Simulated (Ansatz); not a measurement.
**Band-structure calculation of AgCl**

- system: AgCl (Cmcm, 4 atoms in the cell)
- method: DFT, PBE, all-electron LAPW, scalar-relativistic, no spin polarisation (Ansatz 0.2.0)

The structure derives from a Materials Project entry. It belongs to a series of runs on one base structure; here: zz strain of -1 %.

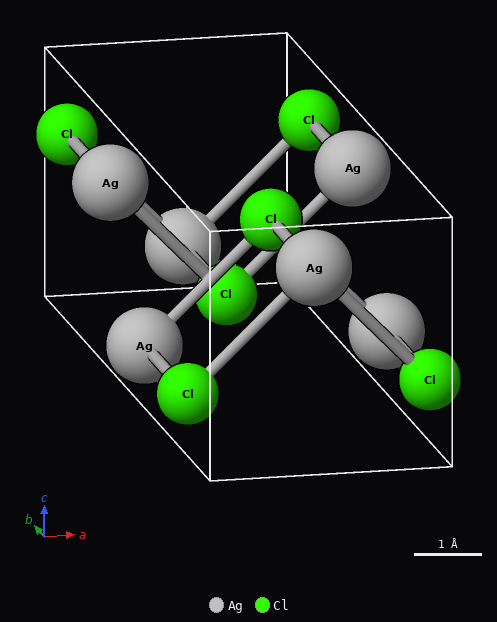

*The input geometry (ball-and-stick view of the cell 2 times as large as that of the calculation, set on its symmetry axes, seen slightly off an axis).*

Key numbers

| quantity | value |
| --- | --- |
| outcome | converged |
| space group (tolerance 0.01 Å) | Cmcm (63) |
| electrons in bands (core shells apart) | 68 |
| free energy | −314430.1975 eV |
| Fermi energy | 10.147 eV |
| pressure | 2.34 GPa |
| electronic character | gap of 0.47 eV |
| largest force (length of the vector) | 0.021 eV/Å |
| hardware | 1 thread of Arm Neoverse V1, 24 GiB of memory available, shared host |
| wall time | 99 s |
| peak memory | 0.82 GiB |

Input file
```yaml
crystal:
  lattice:
    - [1.870909703, -5.5565952358, 0.0]
    - [1.870909703, 5.5565952358, 0.0]
    - [0.0, 0.0, 3.8847969765]
  atoms:
    - { symbol: Ag, position: [0.3965554, 0.6034446, 0.75] }
    - { symbol: Ag, position: [0.6034446, 0.3965554, 0.25] }
    - { symbol: Cl, position: [0.86544873, 0.13455127, 0.25] }
    - { symbol: Cl, position: [0.13455127, 0.86544873, 0.75] }
kpoints:
  mp_grid: { grid: [9, 9, 8] }
  band_path:
    path:
      - [0.0, 0.0, 0.0]
      - [-0.5, 0.5, 0.0]
      - [-0.2783418463, 0.7216581537, 0.0]
      - [0.2783418463, 0.2783418463, 0.0]
      - [0.0, 0.0, 0.0]
      - [0.0, 0.0, 0.5]
      - [0.2783418463, 0.2783418463, 0.5]
      - [-0.2783418463, 0.7216581537, 0.5]
      - [-0.5, 0.5, 0.5]
    npoints: 5
scf:
  occupations: { method: fermi_dirac, width: 0.03 }
hamiltonian:
  xc: pbe
  pseudopotentials: { kind: all_electron, lapw: { basis_error: 0.001 } }
output:
  forces: true
  stress: true
  eigenvalues: true
```

Launch command:
```bash
ansatz run input.yaml --threads 1 --pin off --max-ram 6144MiB --backend cpu --events-out ev --progress --plain --runs-dir out
```

The program's output
```
LAPW: plane waves up to 7.592 Å⁻¹, error target 1.0e-3 eV per atom; small_component_spin mean_spin; Cl in spheres of 1.217 Å, 15 of its electrons in bands, Dirac shells []; Ag in spheres of 1.502 Å, 19 of its electrons in bands, Dirac shells [] (how accurate: hamiltonian.pseudopotentials.lapw.basis_error, Limitations)
Engine: ansatz 0.2.0, aarch64-unknown-linux-gnu
Pseudopotentials: kind: all_electron
Pseudopotential: Ag, LAPW, valence charge 19, lapw/all_electron/scalar/gaussian/Ag, Koelling and Harmon's equation, gaussian nucleus
Pseudopotential: Cl, LAPW, valence charge 15, lapw/all_electron/scalar/gaussian/Cl, Koelling and Harmon's equation, gaussian nucleus
Functional definition: PBE
  parameter kappa = 0.804
  parameter beta = 0.06672455060314922
  exchange = pbe_x(kappa = kappa, mu = beta*pi^2/3)
  correlation = pbe_c(beta = beta)
Crystal: 4 atoms, lattice volume = 80.772 Å³
Basis set: ecut = 219.59338850136174 eV, 613 PW (Γ), FFT grids on a1+a2, a2, a3, exchange–correlation at level 2
Bands: 41, of which v1, the nominal top of the filled ones, is band 34 counted from 1 (33 counted from 0)
Symmetry: 8 space group operations
Space group: Cmcm (ITA 63), of the structure as read, at distance tolerance 4.3e-5 Å
k-points: 125 of 648
Non-local potential: Ag, projectors of the file, none
Non-local potential: Cl, projectors of the file, none
Initial density: superposition of atomic densities (chi_scale 0.1, normalization cell, long waves kept (reshape's long-wave potential 0.08 eV rms))
Initial wavefunctions: plane waves of lowest kinetic energy (no species holds an atomic orbital)
Functional: x = pbe(κ = 0.804, μ = 0.2195149727645171), c = pbe(β = 0.06672455060314922)
iter 1 solved again at ethr=1.39e-3 eV; its pass at ethr=1.00e-1 eV (dr2=9.46e-1 eV) is discarded
SCF iter   1: F=—  HF=-314430.694857 eV  |F-HF|=—  |Δ(HF+E_count)|=         —  Δρ=2.38e-2  dr2=9.48e-1  ethr=1.39e-3  ⟨swp⟩=2.0  Hψ=33744  notcnv=0
preconditioner: auto → Resta (q_TF=auto, 2.651 Å⁻¹)  ε∞=6.4  [insulator: Δε(μ)=0.404 eV  Ē_g=10.636 eV  σ=0.030 eV  W_gap=1.00  n_scr=26 (ndim 8)  ℏωp=24.8 eV  f_vac=0.031  D(μ)=0.00/eV (n_scr^D=0)  ε∞_Penn≈6.4]
SCF iter   2: F=—  HF=-314430.242599 eV  |F-HF|=—  |Δ(HF+E_count)|=   4.52e-1  Δρ=9.02e-3  dr2=1.40e-1  ethr=1.39e-3  ⟨swp⟩=3.0  Hψ=16206  notcnv=0
SCF iter   3: F=—  HF=-314430.216608 eV  |F-HF|=—  |Δ(HF+E_count)|=   2.60e-2  Δρ=7.46e-3  dr2=9.99e-2  ethr=2.06e-4  ⟨swp⟩=2.0  Hψ=15601  notcnv=0
SCF iter   4: F=—  HF=-314430.195674 eV  |F-HF|=—  |Δ(HF+E_count)|=         —  Δρ=2.85e-3  dr2=1.43e-2  ethr=1.47e-4  ⟨swp⟩=2.0  Hψ=15877  notcnv=0
the basis was enlarged: its passes take 348.1 KiB over the memory plan, 1 of 1 planned eigensolver slots
iter 5 solved again at ethr=3.53e-7 eV; its pass at ethr=2.11e-5 eV (dr2=2.40e-4 eV) is discarded
SCF iter   5: F=—  HF=-314430.197275 eV  |F-HF|=—  |Δ(HF+E_count)|=   1.60e-3  Δρ=5.83e-4  dr2=2.39e-4  ethr=3.53e-7  ⟨swp⟩=2.0  Hψ=26093  notcnv=0
SCF iter   6: F=—  HF=-314430.197507 eV  |F-HF|=—  |Δ(HF+E_count)|=   2.32e-4  Δρ=1.69e-4  dr2=3.02e-5  ethr=3.52e-7  ⟨swp⟩=3.0  Hψ=15390  notcnv=0
SCF iter   7: F=—  HF=-314430.197522 eV  |F-HF|=—  |Δ(HF+E_count)|=   1.51e-5  Δρ=5.67e-5  dr2=4.46e-6  ethr=4.44e-8  ⟨swp⟩=2.7  Hψ=15132  notcnv=0
SCF iter   8: F=—  HF=-314430.197522 eV  |F-HF|=—  |Δ(HF+E_count)|=   3.63e-8  Δρ=1.62e-5  dr2=4.02e-7  ethr=6.56e-9  ⟨swp⟩=2.9  Hψ=15159  notcnv=0
SCF iter   9: F=-314430.197522 eV  HF=-314430.197522 eV  |F-HF|=5.88e-9  |Δ(HF+E_count)|=   5.75e-8  Δρ=7.35e-6  dr2=6.25e-8  ethr=5.91e-10  ⟨swp⟩=2.7  Hψ=15122  notcnv=0
SCF 1 converged in 9 iterations: F = -314430.197522 eV  dr2 = 6.25e-8
NSCF: frozen V_eff on 41 k-points
SCF converged after 9 iterations
Free energy (F): -314430.197522 eV
Harris-Foulkes:  -314430.197522 eV  (|F-HF|=5.88e-9)
Internal energy: -314430.197520 eV  (E = F + TS)
E sigma→0 (E₀):  -314430.197521 eV
Entropy (-TS):   -0.000002 eV (-0.000 meV/atom)
Fermi energy:    10.146755 eV
--- Per-component energies (eV) ---
  E_band       = -3680.634287
  E_kinetic    = 327744.078101
  E_xc         = -9669.184170
  E_electrostatic = -632505.091451  (all electrons and nuclei)
  E_smearing   = -0.000002  (= −TS)
  E_closure    = 0.000000  (closes the sum)
  E_atoms      = -314419.622190  (free atoms, spherical and without spin; not in F)
  Σ components = -314430.197522   (vs F -314430.197522, Δ=0.00e0)
  Basis errors (estimates in eV, not in F): energy 3.8e-4 per atom: plane waves 3.4e-4 (1.8e-4 summed), levels above the bands 4.2e-117, relativity 8.2e-8, radial functions 3.9e-5, core shells 1.6e-7; eigenvalues (radial functions only) 3.9e-6; not estimated: angular momenta, meshes, grids; target (lapw.basis_error) 1.0e-3; muffin-tin radii Cl 1.217 Å, Ag 1.502 Å
--- Forces (eV/Å), atoms counted from 1 ---
  atom   1  Ag    -0.00000000     0.00982862     0.00000000
  atom   2  Ag     0.00000000    -0.00982862     0.00000000
  atom   3  Cl    -0.00000000     0.02113832     0.00000000
  atom   4  Cl     0.00000000    -0.02113832     0.00000000
  max |Σ_I F_I| component: 6.94e-18 eV/Å
--- Stress (GPa, compression-positive) ---
        2.340286       0.000000      -0.000000
        0.000000       2.215562      -0.000000
       -0.000000      -0.000000       2.478791
  P = ⅓ Tr σ = 2.3449 GPa (23.449 kbar)
--- Band table (eV; the first three rows and the last of 125) ---
  k-point 0: bands = ["-235.9774", "-235.9774", "-174.9144", "-174.9144", "-174.9042", "-174.9042", "-174.8640", "-174.8640", "-80.2169", "-80.2137", "-43.7832", "-43.7534", "-43.7522", "-43.7323", "-43.7153", "-43.7110", "-5.3694", "-4.7527", "5.2762", "6.3871", "6.5557", "6.6908", "6.7182", "6.9546", "7.0562", "7.1332", "7.3331", "7.3616", "7.4450", "7.5276", "7.6263", "8.0622", "8.1977", "8.3507", "10.3524", "13.0157", "17.5854", "18.2036", "19.7766", "19.9506", "19.9736"]
  k-point 1: bands = ["-235.9774", "-235.9774", "-174.9144", "-174.9144", "-174.9042", "-174.9042", "-174.8640", "-174.8640", "-80.2167", "-80.2138", "-43.7826", "-43.7587", "-43.7475", "-43.7327", "-43.7151", "-43.7112", "-5.3201", "-4.7446", "5.3155", "6.0394", "6.2417", "6.5711", "6.6126", "6.6127", "6.9088", "7.0982", "7.3224", "7.3821", "7.5457", "7.6894", "8.0899", "8.1740", "8.2264", "8.5117", "10.9256", "13.4139", "17.6539", "17.8733", "19.2583", "19.4312", "19.5310"]
  k-point 2: bands = ["-235.9774", "-235.9774", "-174.9144", "-174.9144", "-174.9042", "-174.9042", "-174.8640", "-174.8640", "-80.2164", "-80.2141", "-43.7810", "-43.7646", "-43.7433", "-43.7339", "-43.7146", "-43.7116", "-5.1875", "-4.7357", "5.3644", "5.4003", "5.8451", "6.0381", "6.0775", "6.4371", "7.0339", "7.0613", "7.3728", "7.4648", "7.5603", "7.6948", "8.3013", "8.3764", "8.9696", "8.9844", "12.0198", "14.3767", "16.8719", "17.8148", "18.4918", "18.6001", "18.6769"]
  k-point 124: bands = ["-235.9774", "-235.9774", "-174.9144", "-174.9144", "-174.9042", "-174.9042", "-174.8640", "-174.8640", "-80.2152", "-80.2152", "-43.7750", "-43.7750", "-43.7373", "-43.7373", "-43.7130", "-43.7130", "-4.8404", "-4.8404", "4.3974", "4.3974", "5.6005", "5.6005", "5.9365", "5.9365", "7.3238", "7.3238", "7.4247", "7.4247", "8.0028", "8.0028", "9.0435", "9.0435", "9.7535", "9.7535", "13.5370", "13.5370", "16.7671", "16.7671", "18.0302", "18.0302", "18.6992"]
```

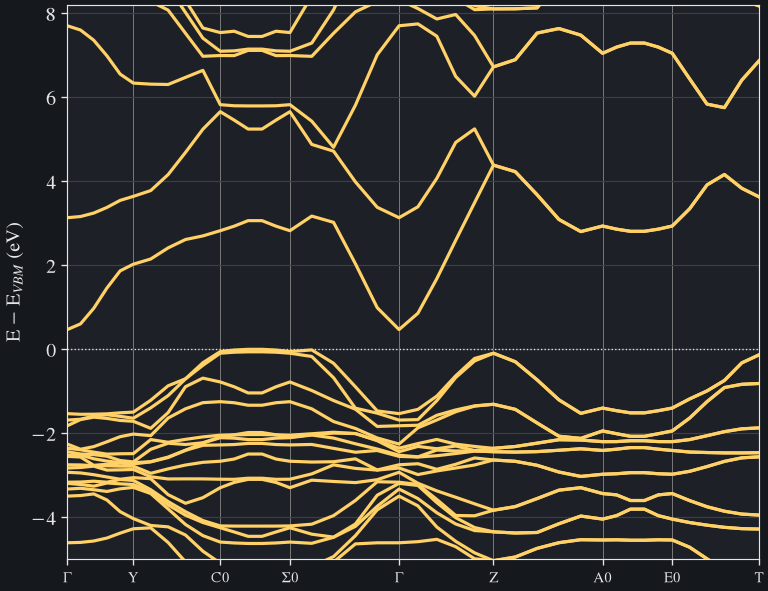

*Band structure along Γ–Y–C0–Σ0–Γ–Z–A0–E0–T, with energies from the valence-band top.*

There is a gap of 0.47 eV on this path, indirect, from between C0 and Σ0 to Γ.
